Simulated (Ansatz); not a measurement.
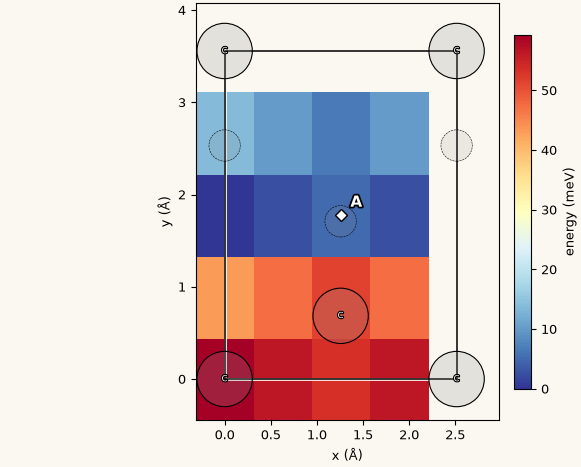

CO on a C(110) slab cut from the Fd-3m phase, its upper half relaxed before the scan (20 atoms of substrate and one adsorbate in a 2 × 1 cell). CO (O end down) is moved over the surface cell at a fixed height above a rigid substrate; the origin of the map has the adsorbate above C17; the height is held at 2.90 Å. Places are given modulo a cell vector. The map is drawn in real space over the plane of the surface. The grid has 4 × 4 points; 12 points were computed and 4 follow by symmetry. Places are given in fractions of the 1 × 1 surface cell. All energies are given in meV relative to the lowest grid point. At a fixed height the lowest place need not be the adsorption site. All numbers below come from DFT PBE+D3(BJ), scalar-relativistic, plane waves, PAW (Ansatz). Settings: cutoff 420 eV, k-mesh 5×8×1, gaussian smearing 0.05 eV, no spin polarisation.

The picture shows one coloured cell a grid point, labelled circles for the atoms of the top layer and small ones for the second layer, the outline of one cell of the plane, the point A.

Which way does the force act at A, and how strong is it?

Answer. A, at (2/4, 2/4) of the cell vectors, is not a stationary point. The computed force is 0.037 eV/Å in the plane, pointing up in the picture (components 0.000 and 0.037 eV/Å).

PAW datasets: the set soft_1.
